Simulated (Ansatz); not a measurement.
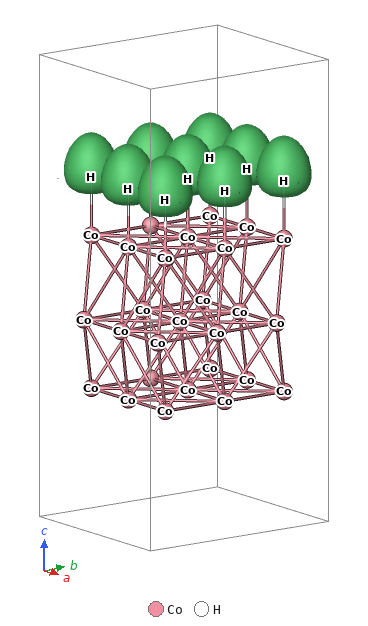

Figure 1: Co3H (slab). Isosurface of the ELF at 0.8 (green), seen slightly off an axis. Core shells and regions of very low density are left out. Sticks mark near contacts.

Spin-polarised.

Level of theory: DFT PBEsol, scalar-relativistic, plane waves, PAW (Ansatz).

Input file:

```
crystal:
  lattice:
    - [2.4564222521, 0.0, 0.0]
    - [-1.228211126, 2.1273240727, 0.0]
    - [0.0, 0.0, 22.9694135642]
  atoms:
    - { symbol: Co, position: [0.3333333333, 0.6666666667, 0.3700573363], spin: 1.94 }
    - { symbol: Co, position: [0.6666666667, 0.3333333333, 0.455137967], spin: 1.89 }
    - { symbol: Co, position: [0.3333333333, 0.6666666667, 0.5402158568], spin: 1.94 }
    - { symbol: H, position: [0.3333333333, 0.6666666667, 0.6090029852], spin: 1.0 }
basis:
  ecutwfc: 420
kpoints:
  mp_grid: { grid: [12, 12, 1] }
hamiltonian:
  xc: pbesol
scf:
  occupations: { method: gaussian, width: 0.1 }
output:
  forces: true
  eigenvalues: true
  populations: true
  write_density: true
  write_potential: true
  elf: true
  volumetric_format: npy
magnetization:
  spin_polarized: true
relax:
  adjacent_minimum: "off"
  f_tol: 0.03
  max_steps: 70
  constraints: [{ sites: [0] }]
efield:
  axis: 3
  dipole_correction: true
  ramp_width: 0.04
```

Launched as:

```sh
ansatz run input.yaml --threads 1 --pin off --max-ram 2560MiB --backend cpu --events-out ev --progress --plain --runs-dir out
```

The fields are those of the relaxed geometry.

Question: Where are the electrons localised?

Answer: At this value the surface marks out one region around a hydrogen nucleus, counted in one cell of 4 atoms. Counts are for one cell; the picture repeats the cell along the surface. Along the contacts the grid gives the following. Co–H (1.48 Å): the ELF climbs to about 1 towards the hydrogen. Co–Co (2.39 Å): the ELF is about 0.25 at the midpoint (no localised pair shows between them).

Question: Metal or insulator at this level of theory?

Answer: It is metallic or semimetallic at this level of theory: no gap opens.
